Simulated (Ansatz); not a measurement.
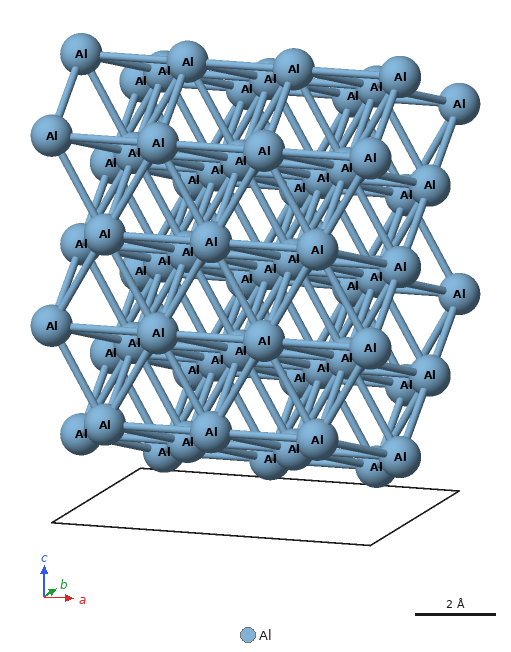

The starting point is a (2 1 1) slab of Al as cut from the relaxed bulk. Style: ball-and-stick. Shown: the 3 × 1 repeat of the cell, outlined in the plane, without the vacuum, slightly off an axis.

The calculation used Ansatz, DFT PBEsol, scalar-relativistic, plane waves, PAW. Set-up: plane-wave cutoff 420 eV; occupations gaussian; smearing width 0.1 eV; no spin polarisation. The k-mesh is chosen for each cell (12×5×41, 12×5×1).

Now this is done to it. The atoms of the slab are relaxed at the bulk's in-plane cell.

The input:
```yaml
crystal:
  lattice:
    - [2.839427007, 0.0, 0.0]
    - [0.0, 6.955147329, 0.0]
    - [0.0, 0.0, 25.6557356544]
  atoms:
    - { symbol: Al, position: [0.5, 0.6666666667, 0.2923322917] }
    - { symbol: Al, position: [0.0, 0.3333333333, 0.3242811699] }
    - { symbol: Al, position: [0.5, 0.0, 0.3562300481] }
    - { symbol: Al, position: [0.0, 0.6666666667, 0.3881789263] }
    - { symbol: Al, position: [0.5, 0.3333333333, 0.4201278045] }
    - { symbol: Al, position: [0.0, 0.0, 0.4520766827] }
    - { symbol: Al, position: [0.5, 0.6666666667, 0.4840255609] }
    - { symbol: Al, position: [0.0, 0.3333333333, 0.5159744391] }
    - { symbol: Al, position: [0.5, 0.0, 0.5479233173] }
    - { symbol: Al, position: [0.0, 0.6666666667, 0.5798721955] }
    - { symbol: Al, position: [0.5, 0.3333333333, 0.6118210737] }
    - { symbol: Al, position: [0.0, 0.0, 0.6437699519] }
    - { symbol: Al, position: [0.5, 0.6666666667, 0.6757188301] }
    - { symbol: Al, position: [0.0, 0.3333333333, 0.7076677083] }
basis:
  ecutwfc: 420
kpoints:
  mp_grid: { grid: [12, 5, 1] }
hamiltonian:
  xc: pbesol
scf:
  occupations: { method: gaussian, width: 0.1 }
output:
  forces: true
  eigenvalues: true
  write_density: true
  write_potential: true
  elf: true
  volumetric_format: npy
relax:
  adjacent_minimum: "off"
  f_tol: 0.02
  max_steps: 60
efield:
  axis: 3
  dipole_correction: true
  ramp_width: 0.04
```

Command:
```bash
ansatz run input.yaml --threads 1 --pin off --max-ram 2560MiB --backend cpu --events-out ev --progress --plain --runs-dir out
```

> Predict the response.

The surface energy (mean of the two faces) falls from 1.13 to 1.12 J/m². The top spacing, between the Al and Al planes, goes from 0.82 to 0.79 Å (−3.2 %), the bottom one (Al to Al) from 0.82 to 0.79 Å (−3.2 %). The cell doesn't change. The largest moves relative to the layer's centre, 0.10 Å, are those of Al3 and Al12. Al3 goes along the normal (−c). Some distances before and after: Al–Al 2.839 → 2.790 to 2.906 Å.

The changed structure in the same view:

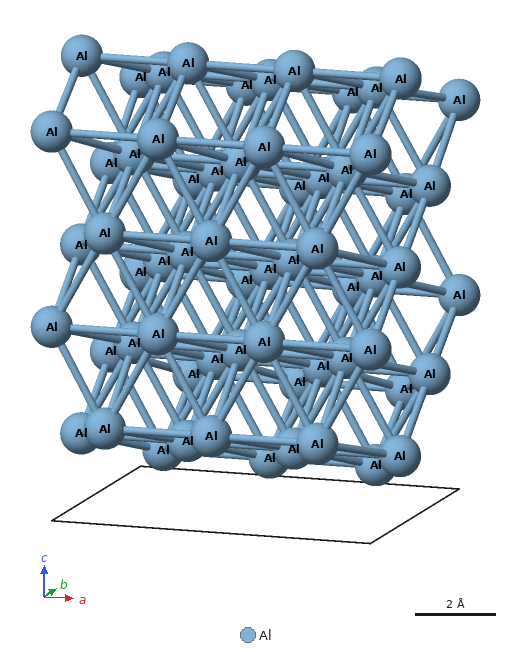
